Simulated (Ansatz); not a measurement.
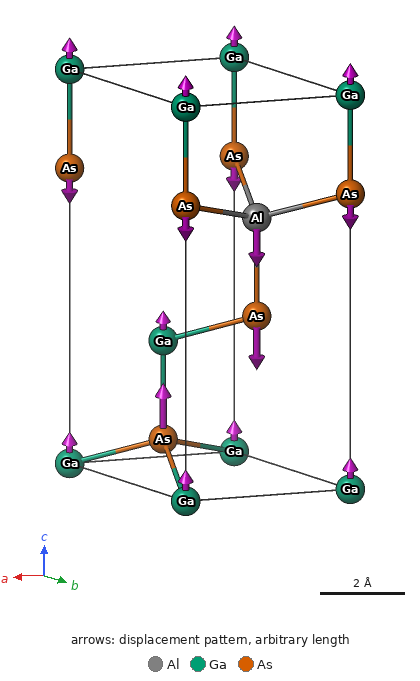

One vibrational mode of a crystal of AlGa2As3 (a generated structure) at the zone centre. Displacements are drawn as purple arrows; their common scale and sign are arbitrary. A ball-and-stick model of the cell of the calculation, seen from a free direction.

All numbers below come from DFT PBE, scalar-relativistic, plane waves, PAW in Ansatz. Settings: plane-wave cutoff 420 eV; k-point mesh 12 × 12 × 4; occupations fixed; no spin polarisation.

Frequencies are those without the non-analytic (LO–TO) term.

What mode is this, and where does it lie in the spectrum?

Answer. This is the A₁ mode at 171 cm⁻¹, optical level 4 of 10, counted from below, infrared- and Raman-active by symmetry. The As (1c) and Ga (1a) and Ga (1c) sublattices move against the As (1b) and Al and As (1a) sublattices, along c; the kinetic energy is shared as As 78 %, Ga 13 %, Al 9 %. Its infrared intensity is 0.2 (D/Å)²/amu.
